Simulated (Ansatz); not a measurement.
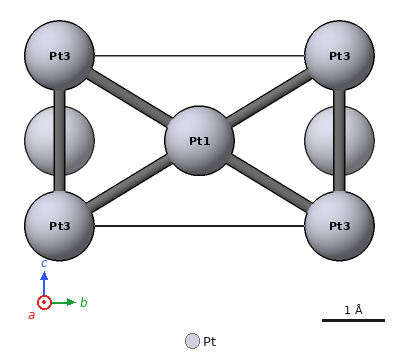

This is the input geometry for a relaxation of a crystal of Pt (a generated structure, set up in P4/mmm). The picture is a ball-and-stick view of the cell of the calculation, seen along the a axis.

Theory: Ansatz 0.2.0, DFT PBE, scalar-relativistic, plane waves, PAW; settings changed.

Input
```yaml
crystal:
  lattice:
    - [4.5315583311, 0.0, 0.0]
    - [0.0, 4.5315583311, 0.0]
    - [0.0, 0.0, 2.7579094652]
  atoms:
    - { symbol: Pt, position: [0.0, 0.5, 0.5] }
    - { symbol: Pt, position: [0.5, 0.0, 0.5] }
    - { symbol: Pt, position: [0.0, 0.0, 0.0] }
basis:
  ecutwfc: 420
kpoints:
  mp_grid: { grid: [10, 10, 16] }
hamiltonian:
  xc: pbe
scf:
  occupations: { method: gaussian, width: 0.1 }
  n_extra_bands: 2
output:
  forces: true
  eigenvalues: true
  stress: true
relax:
  adjacent_minimum: "off"
  f_tol: 0.05
  max_steps: 80
  cell: { stress_tol: 0.05 }
  max_displacement: 0.3
```

Run as
```bash
ansatz run input.yaml --threads 1 --pin off --max-ram 2560MiB --backend cpu --events-out ev --progress --plain --runs-dir out
```

Question: Predict the outcome.

Answer: Over 3 accepted moves (4 points after the start) the energy falls by 0.4 meV per atom. All forces vanish by symmetry, so only the cell relaxes. Pressure: 0.33 GPa at the start and 0.00 GPa at the end. The SCF was repeated once at an unchanged geometry on a basis and grid sized afresh for the cell, which shifted the energy by less than 0.05 meV per atom at most. The atoms keep their places relative to the cell (all moves are under 0.005 Å). The drawn cell changes as follows: a = b 4.532 → 4.550 Å (+0.4 %), c 2.758 → 2.745 Å (−0.5 %); the volume changes by +0.3 %. Some distances before and after: Pt1–Pt1 2.758 → 2.745 Å, Pt1–Pt3 2.652 → 2.657 Å. The space group stays P4/mmm (No. 123).

Final geometry:

```
Pt
1.0
     4.55012    0.00000    0.00000
     0.00000    4.55012    0.00000
     0.00000    0.00000    2.74467
Pt
3
Direct
  0.00000 0.50000 0.50000
  0.50000 0.00000 0.50000
  0.00000 0.00000 0.00000
```
